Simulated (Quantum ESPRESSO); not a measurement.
# CaO (Lime): phonon deformation potentials, worked out

Wanted: the shift of the optical mode of CaO (Lime) in a strained (001) layer.

Calculated with Quantum ESPRESSO 7.5; DFT LDA, scalar-relativistic, plane waves, GBRV ultrasoft pseudopotentials.

## 1. The relaxed structure

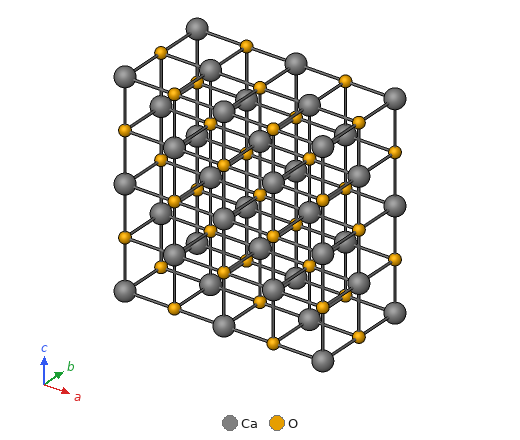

The starting structure, seen from a free direction (calcium grey, oxygen orange). 2×1×2 cells are drawn. This picture shows the conventional cell, with its axes. Some periodic images of atoms are drawn too.

This is the cell after its relaxation at this level of theory, not the database cell from which that began.

## 2. Uniaxial strain

The relaxed cell is stretched along z alone. This keeps all atoms on sites fixed by symmetry and splits the threefold mode into a singlet, polarised along z, and a doublet. The macroscopic field is left out, so these are transverse modes. Cutoff 55 Ry, k mesh 8×8×8.

From the response at ε_zz = 0.01:

Log:

```text
[banners, grids, parts of the stress and lines that vanish by symmetry left out]
Program PHONON v.7.5
     Reading xml data from directory:

[...]
Exchange-correlation= PZ
                           (   1   1   0   0   0   0   0)
[...]
kinetic-energy cut-off    =      55.0000  Ry
     charge density cut-off    =     440.0000  Ry
     convergence threshold     =      1.0E-18
[...]
Exchange-correlation= PZ
                           (   1   1   0   0   0   0   0)
[...]
q = (   0.0000000   0.0000000   0.0000000 )
     17 Sym.Ops. (with q -> -q+G )
     G cutoff =  445.9978  (  27703 G-vectors)     FFT grid: ( 45, 45, 45)
     G cutoff =  222.9989  (   9793 G-vectors)  smooth grid: ( 30, 30, 30)
     number of k points=    59
[...]
Mode symmetry, D_4h(4/mmm) point group:
[...]
Representation #   1 mode #   1
[...]
End of self-consistent calculation
     Convergence has been achieved
     Representation #   2 mode #   2
[...]
End of self-consistent calculation
     Convergence has been achieved
     Representation #   3 modes #   3   4
[...]
End of self-consistent calculation
     Convergence has been achieved
     Representation #   4 modes #   5   6
[...]
End of self-consistent calculation
     Convergence has been achieved
[...]
q = (    0.000000000   0.000000000   0.000000000 )
[...]
freq (    1) =      -0.270707 [THz] =      -9.029830 [cm-1]
     freq (    2) =      -0.270707 [THz] =      -9.029830 [cm-1]
     freq (    3) =      -0.217222 [THz] =      -7.245763 [cm-1]
     freq (    4) =       7.947194 [THz] =     265.089856 [cm-1]
     freq (    5) =       8.793455 [THz] =     293.318093 [cm-1]
     freq (    6) =       8.793455 [THz] =     293.318093 [cm-1]
[...]
Mode symmetry, D_4h(4/mmm) point group:
     freq (   1-   2) =         -9.0  [cm-1]   --> E_u  X_5' M_5'  I
     freq (   3-   3) =         -7.2  [cm-1]   --> A_2u X_4' M_4'  I
     freq (   4-   4) =        265.1  [cm-1]   --> A_2u X_4' M_4'  I
     freq (   5-   6) =        293.3  [cm-1]   --> E_u  X_5' M_5'  I

   JOB DONE.
```

```csv
ε_zz,singlet (cm⁻¹),doublet (cm⁻¹),σ_zz (GPa),σ_xx (GPa)
-0.01,318.24,288.88,-2.673,-0.539
-0.005,304.70,290.19,-1.241,-0.213
0,291.34,291.34,0.105,0.105
0.005,278.18,292.41,1.368,0.417
0.01,265.09,293.32,2.551,0.722
```

Stress is counted positive in tension.

## 3. The fit

To first order ω² − ω₀² = p ε_zz + q (ε_xx + ε_yy) for the mode along z, and likewise for x and y. With ε_zz alone the singlet gives p and the doublet q.

The linear terms of parabolas through ω² are p = -18.25 ω₀² and q = 1.52 ω₀², with ω₀ = 291.3 cm⁻¹. Those of the stresses are C11 = 261 GPa and C12 = 63 GPa. Under hydrostatic strain p and q imply γ = −(p + 2q)/(6 ω₀²) = 2.53.

A layer held to an in-plane strain ε and free along z takes ε_zz = −2 (C12/C11) ε = -0.483 ε. To first order the singlet then shifts by (q − p C12/C11) ε / ω₀ = 1727 ε cm⁻¹. For ε = 0.004, ε_zz = -0.00193, the formulas for ω² predict 298.17 cm⁻¹ for the singlet and 280.98 cm⁻¹ for the doublet.

## 4. A biaxially strained cell

This run was no part of the fit.

Log:

```text
[banners, grids, parts of the stress and lines that vanish by symmetry left out]
[banner, memory and clock lines left out]
Program PHONON v.7.5

[...]
Exchange-correlation= PZ
                           (   1   1   0   0   0   0   0)
[...]
kinetic-energy cut-off    =      55.0000  Ry
     charge density cut-off    =     440.0000  Ry
     convergence threshold     =      1.0E-18
[...]
Exchange-correlation= PZ
                           (   1   1   0   0   0   0   0)
[...]
q = (   0.0000000   0.0000000   0.0000000 )
     17 Sym.Ops. (with q -> -q+G )
     G cutoff =  442.4785  (  27605 G-vectors)     FFT grid: ( 45, 45, 45)
     G cutoff =  221.2392  (   9801 G-vectors)  smooth grid: ( 30, 30, 30)
     number of k points=    59
[...]
Mode symmetry, D_4h(4/mmm) point group:
[...]
Representation #   1 mode #   1
[...]
End of self-consistent calculation
     Convergence has been achieved
     Representation #   2 mode #   2
[...]
End of self-consistent calculation
     Convergence has been achieved
     Representation #   3 modes #   3   4
[...]
End of self-consistent calculation
     Convergence has been achieved
     Representation #   4 modes #   5   6
[...]
End of self-consistent calculation
     Convergence has been achieved
[...]
q = (    0.000000000   0.000000000   0.000000000 )
[...]
freq (    1) =      -0.271134 [THz] =      -9.044060 [cm-1]
     freq (    2) =      -0.233911 [THz] =      -7.802424 [cm-1]
     freq (    3) =      -0.233911 [THz] =      -7.802424 [cm-1]
     freq (    4) =       8.431230 [THz] =     281.235576 [cm-1]
     freq (    5) =       8.431230 [THz] =     281.235576 [cm-1]
     freq (    6) =       8.938221 [THz] =     298.146950 [cm-1]
[...]
Mode symmetry, D_4h(4/mmm) point group:
     freq (   1-   1) =         -9.0  [cm-1]   --> A_2u X_4' M_4'  I
     freq (   2-   3) =         -7.8  [cm-1]   --> E_u  X_5' M_5'  I
     freq (   4-   5) =        281.2  [cm-1]   --> E_u  X_5' M_5'  I
     freq (   6-   6) =        298.1  [cm-1]   --> A_2u X_4' M_4'  I
```

```csv
mode,predicted (cm⁻¹),run (cm⁻¹)
singlet,298.17,298.15
doublet,280.98,281.24
```

The stress along z is 0.102 GPa and that in the plane 1.246 GPa; the unstrained cell carries 0.105 GPa.

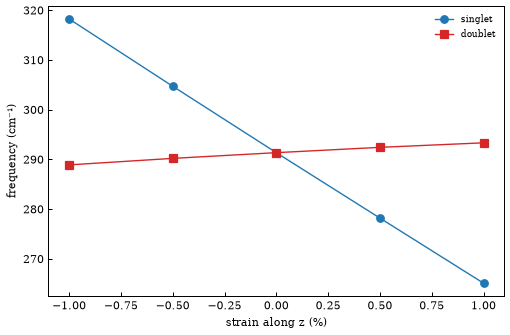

The two components under uniaxial strain.

## 5. Results

| Property | Result |
| --- | --- |
| p (in units of the squared frequency) | -18.25 |
| q (same units) | 1.523 |
| shift of the singlet per unit of biaxial strain | 1727 cm⁻¹ |
| C11 and C12 | 261 and 63 GPa |

To first order, one per cent of tensile biaxial strain moves the singlet of CaO (Lime) by 17.3 cm⁻¹ and the doublet by -25.4 cm⁻¹; the formulas miss the test run by up to 0.26 cm⁻¹. In the rock-salt structure this mode is infrared active and has no first-order Raman line. The third potential, r, needs shear strain, which was not run. The acoustic modes of the response miss zero by 11 cm⁻¹, a numerical error that can touch the optical modes as well. These are harmonic values at zero temperature.

[Host names and launcher messages were left out of these logs when they were recorded.]

[Logs are printed without paths, hosts, clocks, repeated set-up lines and the standing remarks that a program may print on its own settings, such as how far it seeks lower states.]

[Hosts, paths, dates, database ids (printed as entryN), source tags and the programs' standing remarks are cut or masked in the printed files.]
